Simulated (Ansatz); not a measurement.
# Calculations on SnO

**1. Relaxation**

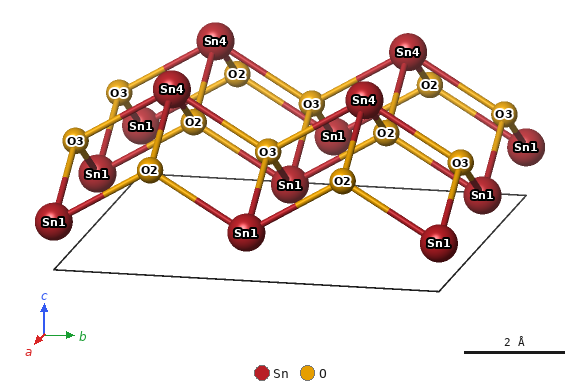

A slab of composition SnO, before the relaxation. A ball-and-stick model of the 2 × 2 repeat of the cell, outlined in the plane, without the vacuum, seen slightly off an axis.

Case: biaxial strain +0.040, atoms relaxed.

Method: Ansatz 0.2.0, DFT PBE+D3(BJ), scalar-relativistic, plane waves, PAW.

Input file:
```yaml
crystal:
  lattice:
    - [3.97347694, 5.6073e-06, 0.0]
    - [-5.437e-06, 3.97347694, 0.0]
    - [0.0, 0.0, 30.6344298968]
  atoms:
    - { symbol: Sn, position: [0.9998505288, 0.9998505288, 0.4614165615] }
    - { symbol: O, position: [0.9998515282, 0.499851077, 0.5000006575] }
    - { symbol: O, position: [0.499851077, 0.9998515282, 0.5000006575] }
    - { symbol: Sn, position: [0.4998494254, 0.4998494254, 0.5385847816] }
  periodic: [true, true, false]
basis:
  ecutwfc: 420
kpoints:
  mp_grid: { grid: [6, 6, 1] }
  band_path:
    path:
      - [0, 0, 0]
      - [0.5, 0, 0]
      - [0.5, 0.5, 0]
      - [0, 0.5, 0]
      - [0, 0, 0]
      - [0.5, 0.5, 0]
    npoints: 8
hamiltonian:
  xc: pbe
  dispersion: d3bj
scf:
  occupations: { method: gaussian, width: 0.02 }
output:
  forces: true
  stress: true
  eigenvalues: true
relax:
  adjacent_minimum: "off"
  f_tol: 0.01
  max_steps: 40
```

Command:
```bash
ansatz run input.yaml --threads 2 --pin off --max-ram 5120MiB --backend cpu --events-out ev --progress --plain --runs-dir out
```

Where does the relaxation end?

Answer. Over 2 accepted moves (3 points after the start) the energy falls by 40.1 meV per cell of the calculation. The largest force component goes from 0.77 to 0.00019 eV/Å. The line search rejected the trial step at point 1 of the run. The largest moves relative to the layer's centre, 0.052 Å, are those of Sn1 and Sn4. Sn4 goes along the normal (−c). O stays in place. The cell stays as it was. Near-neighbour distances that change, for instance: O2–Sn4 2.312 → 2.286 Å. Among the angles between lasting bonds that change: O2–Sn4–O2 118.5° → 120.7°, Sn1–O3–Sn1 118.5° → 120.7°. The run took 14 s on 2 threads of Intel(R) Xeon(R) 6975P-C (Granite Rapids), with other jobs on the host, peak memory 0.69 GiB.

The end point in the same view:

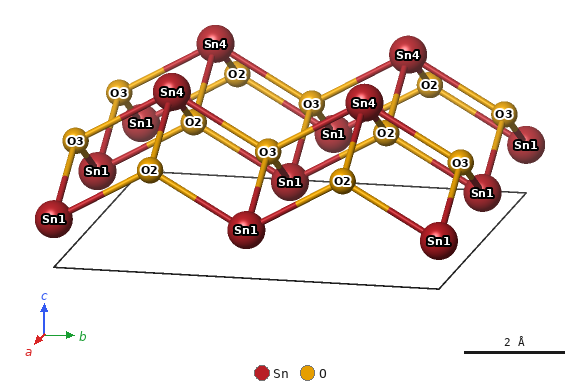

**2. Relaxation**

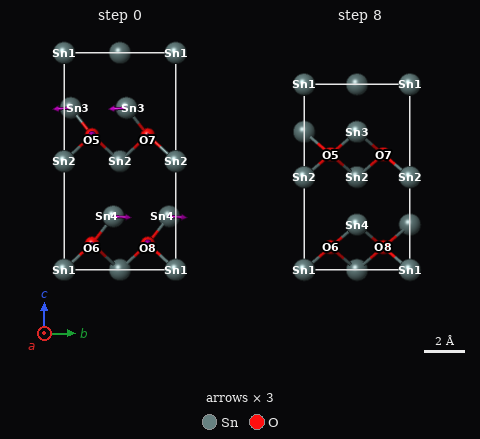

The structure of solid SnO (set up in Cmc2_1) (coarse preliminary run) before (left) and after (right) a relaxation, at one scale. The purple arrows give the displacements (the part carried along by the change of the cell is left out), 3 times their true length.

The picture is a ball-and-stick view of the conventional cell (2 times the calculation's cell), seen along the a axis. Lengths and directions refer to the drawn axes.

These are results of Ansatz, DFT PBE+D3(BJ), scalar-relativistic, plane waves, PAW, not measurements.

Input
```yaml
crystal:
  lattice:
    - [2.5, -2.86, 0.0]
    - [2.5, 2.86, 0.0]
    - [0.0, 0.0, 11.12]
  atoms:
    - { symbol: Sn, position: [0.0, 0.0, 0.0] }
    - { symbol: Sn, position: [0.0, 0.0, 0.5] }
    - { symbol: Sn, position: [0.559, 0.441, 0.254] }
    - { symbol: Sn, position: [0.441, 0.559, 0.754] }
    - { symbol: O, position: [0.93, 0.43, 0.38] }
    - { symbol: O, position: [0.07, 0.57, 0.88] }
    - { symbol: O, position: [0.57, 0.07, 0.38] }
    - { symbol: O, position: [0.43, 0.93, 0.88] }
basis:
  ecutwfc: 420
kpoints:
  mp_grid: { grid: [6, 6, 2] }
hamiltonian:
  xc: pbe
  dispersion: d3bj
scf:
  occupations: { method: gaussian, width: 0.1 }
output:
  forces: true
  stress: true
  eigenvalues: true
relax:
  adjacent_minimum: "off"
  f_tol: 0.05
  max_steps: 80
  cell: { stress_tol: 0.5 }
```

Command:
```bash
ansatz run input.yaml --threads 2 --pin off --max-ram 5120MiB --backend cpu --events-out ev --progress --plain --runs-dir out
```

What changed between the two?

The energy falls by 7.749 eV per cell of the calculation in 6 accepted moves (8 points after the start). Largest force component: 8.7 eV/Å at the start, 0.0018 eV/Å at the end. The pressure goes from 8.48 to 0.01 GPa. The SCF was repeated twice at an unchanged geometry on a basis and grid sized afresh for the cell, which shifted the energy by 6.0 meV per cell of the calculation at most. The largest moves relative to the cell, 0.38 Å, are those of O5, O6, O7 and O8. O8 goes along +a. Largest moves by element: O 0.38 Å, Sn 0.32 Å. The volume changes by −12.2 %, with a 5.000 → 5.418 Å (+8.4 %), b 5.720 → 5.419 Å (−5.3 %), c 11.120 → 9.509 Å (−14.5 %). Some distances before and after: O5–O7 1.800 → 2.709 Å, Sn3–O5 2.765 → 2.240 Å, Sn1–O6 2.527 → 2.241 Å, Sn3–O5 (another image) 1.992 → 2.241 Å. New bonds form: Sn3–O5 (2.77 → 2.24 Å), Sn3–O7 (2.77 → 2.24 Å), Sn4–O6 (2.77 → 2.24 Å), Sn4–O8 (2.77 → 2.24 Å). Bond angles that change, for instance: Sn1–O6–Sn4 127.7° → 105.6°, Sn1–O6–Sn1 108.3° → 117.5°, O5–Sn2–O5 108.3° → 117.5°. The space group (tolerance 0.01 Å) goes from Cmc2_1 (No. 36) to P4/nmm (No. 129).

**3. A change**

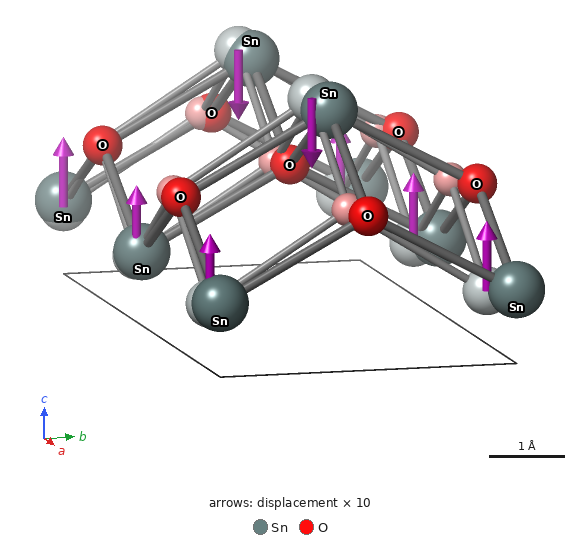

A slab of composition SnO (cut from the Cmce phase), drawn pale, and a changed version of it, drawn solid. The purple arrows show how the atoms are displaced (without the part that the change of the cell carries along), magnified 10 times. The picture is a ball-and-stick view of the 2 × 1 repeat of the cell, outlined in the plane, without the vacuum, seen slightly off an axis.

All numbers below come from Ansatz 0.2.0, DFT PBE+D3(BJ), scalar-relativistic, plane waves, PAW. Set-up: plane-wave cutoff 420 eV; k-point mesh 6 × 6 × 1; occupations gaussian; smearing width 0.02 eV; no spin polarisation.

### Describe the change and its computed effect.

The sheet is strained in its plane (biaxially) by +7.0 %. The atoms are relaxed. It costs 68.9 meV per atom. In the plane the drawn cell goes a 7.641 → 8.176 Å (+7.0 %), b 3.821 → 4.088 Å (+7.0 %). The largest moves relative to the cell and the layer's centre, 0.095 Å, are those of Sn atoms. O stays in place. Near-neighbour distances before and after: O–Sn 2.246 → 2.315 Å. The space group stays P4/nmm (No. 129).

**4. Series**

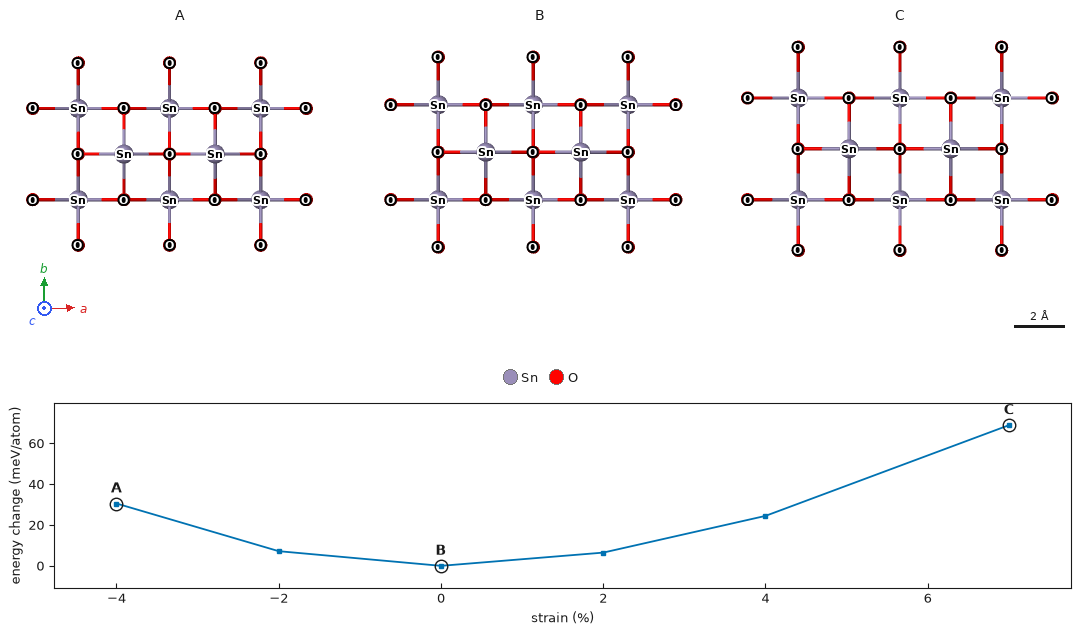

Members of a series of calculations on a slab of composition SnO (cut from the Cmce phase), marked on the first curve. The picture is a ball-and-stick view of the 2 × 1 repeat of the cell, outlined in the plane, without the vacuum, seen along the c axis.

Method: Ansatz 0.2.0, DFT PBE+D3(BJ), scalar-relativistic, plane waves, PAW. Settings: plane-wave cutoff 420 eV; k-point mesh 6 × 6 × 1; occupations gaussian; smearing width 0.02 eV; no spin polarisation.

> Which kind of strain is it, and how does the structure respond?

A sheet under strain in its plane, biaxially. A (strain −4.0 %): energy change 30.5 meV/atom. B (strain 0.0 %): energy change 0.0 meV/atom. C (strain 7.0 %): energy change 68.9 meV/atom. The rest compares A with C. In the plane the drawn cell goes a 7.336 → 8.176 Å (+11.5 %), b 3.668 → 4.088 Å (+11.5 %). Among the bonded contacts that change: O–Sn 2.208 → 2.315 Å.
